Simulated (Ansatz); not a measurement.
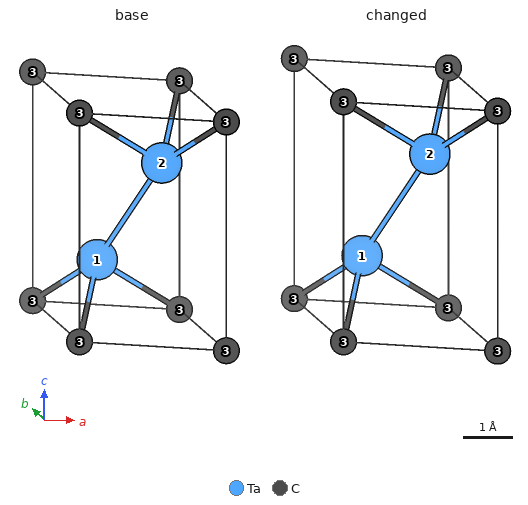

Left: a symmetric starting cell of Ta$_{2}$C. Right: the same structure after one change, at the same scale. The picture is a ball-and-stick view of the cell of the calculation, seen from a free direction.

All numbers below come from Ansatz 0.2.0, DFT LDA, scalar-relativistic, plane waves, PAW. (plane-wave cutoff 420 eV; k-point mesh 15 × 15 × 8; occupations gaussian; smearing width 0.1 eV; no spin polarisation)

### Which change leads from the left to the right?

All lengths are scaled by +5.0 % (volume +15.6 %), the atoms keeping their fractional coordinates. No relaxation follows. The starting cell wasn't computed here and needn't be at equilibrium, so pressure and forces aren't due to the change alone.

### What does the change do?

The pressure is −36.6 GPa (not all of it need come from the change, since the unchanged cell can be under pressure at this level too). The principal stresses (compression positive) are −37.8 GPa along c and −36.0 GPa across it. The largest forces, 1.1 eV/Å, act on Ta1 and Ta2; on Ta1 it points along −c. Near-neighbour distances before and after: Ta–Ta 3.106 → 3.260 Å, Ta–Ta 3.071 → 3.223 Å, Ta–Ta 3.039 → 3.189 Å, C–Ta 2.184 → 2.292 Å. The space group stays P-3m1 (No. 164).
